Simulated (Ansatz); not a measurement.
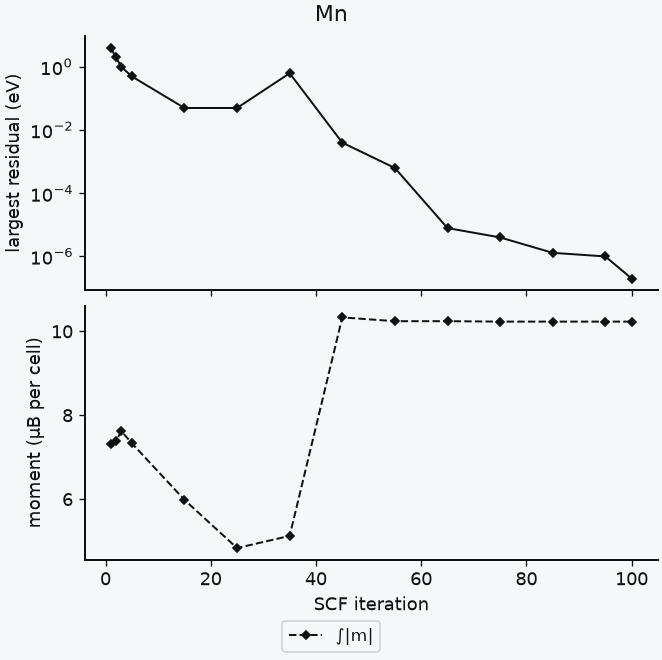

Convergence history. SCF iterations of a calculation: largest residual, magnetic moments. The run: Mn (Fm-3m, 4 atoms in the cell), by DFT, PBE, PseudoDojo norm-conserving potentials, plane waves, scalar-relativistic in Ansatz; cutoff 1200 eV, 4×4×4 k-mesh, Gaussian smearing of 0.1 eV, non-collinear spins. Setting under test: Broyden mixing, default search for lower states. Only some iterations were kept.

The run gave up at step 100 without converging. The residual is still falling at the last step (down to 2 × 10⁻⁷). The residual starts near 4 and ends near 2 × 10⁻⁷ eV. The integral of |m| goes from 7.3 to 10.2 μB per cell, with excursions between 4.8 and 10.3 on the way, though in an unconverged run this needn't be final.
